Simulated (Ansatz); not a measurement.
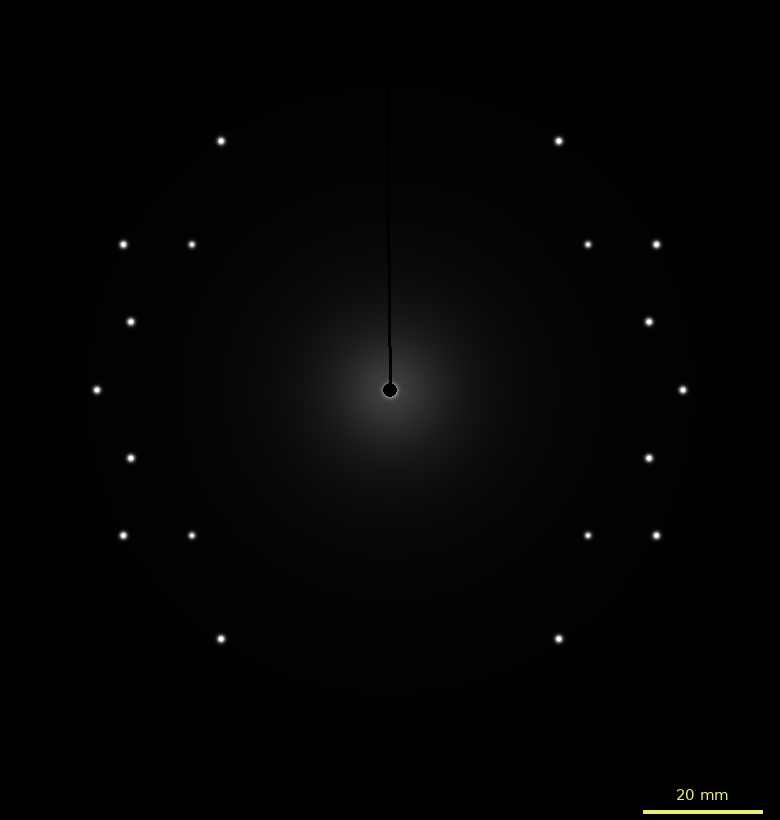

Simulated X-ray rotation photograph: Cu Kα radiation (λ = 1.5418 Å), cylindrical film of radius 57.3 mm unrolled, rotation axis vertical and normal to the beam, kinematic intensities without Lorentz or polarisation factors, the film spanning ±63° about the beam; spots down to d = 1.84 Å.

Measure the layer lines and find the identity period along the axis.

The first layer line lies 11.5 mm from the equator, so tan ν = 0.201, sin ν = 0.197 and the period is λ/sin ν = 7.81 Å. Further lines follow at 24.6, 42.1 mm.

The crystal is Ni, space group Pm-3n (No. 223), a = 4.51 Å. Structure: the end point of a relaxation with DFT, RPBE, plane waves (420 eV) with PAW, scalar-relativistic in Ansatz; the starting structure was generated, so it need not be a known form of this composition.

About which axis was it rotated?

About [111] (or an equivalent direction), whose length in the conventional cell is 7.814 Å.
